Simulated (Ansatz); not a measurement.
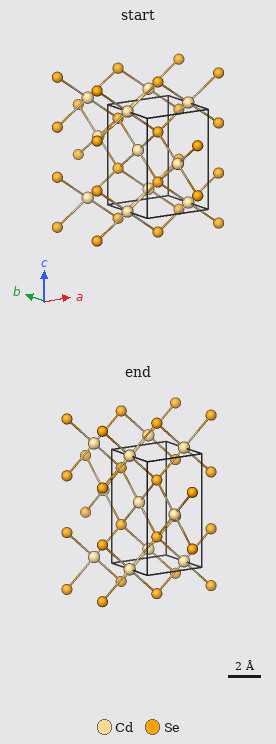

The structure of a crystal of CdSe (a generated structure, set up in P4_2/mmc) before (top) and after (bottom) a relaxation, at one scale.

The picture is a ball-and-stick view of the cell of the calculation, repeated 1 × 2 × 1 with one cell outlined, seen from a free direction.

Method: DFT PBE, scalar-relativistic, plane waves, PAW in Ansatz. (plane-wave cutoff 420 eV; k-point mesh 10 × 10 × 8; occupations gaussian; smearing width 0.1 eV; no spin polarisation; cell and atoms relaxed; force threshold 0.01 eV/Å; at most 80 steps)

**Describe what moved and what it gained.**

No atom moves by more than 0.005 Å relative to the cell. The volume changes by −9.3 %, with a = b 4.581 → 4.094 Å (−10.6 %), c 6.478 → 7.356 Å (+13.6 %). Some distances before and after: Se–Se 3.239 → 3.678 Å, Cd–Se 2.805 → 2.752 Å. Bond angles that change, for instance: Se–Cd–Se 70.5° → 83.9°, Se–Cd–Se 109.5° → 96.1°, Cd–Se–Cd 109.5° → 96.1°. The space group stays P4_2/mmc (No. 131). Over 6 accepted moves (8 points after the start) the energy falls by 0.718 eV per cell of the calculation. All forces vanish by symmetry, so only the cell relaxes. Pressure: −0.09 GPa at the start and 0.00 GPa at the end. At 2 points the geometry stayed and the basis and grid were re-selected for the new cell (energy shift of 0.3 meV per cell of the calculation at most each time).
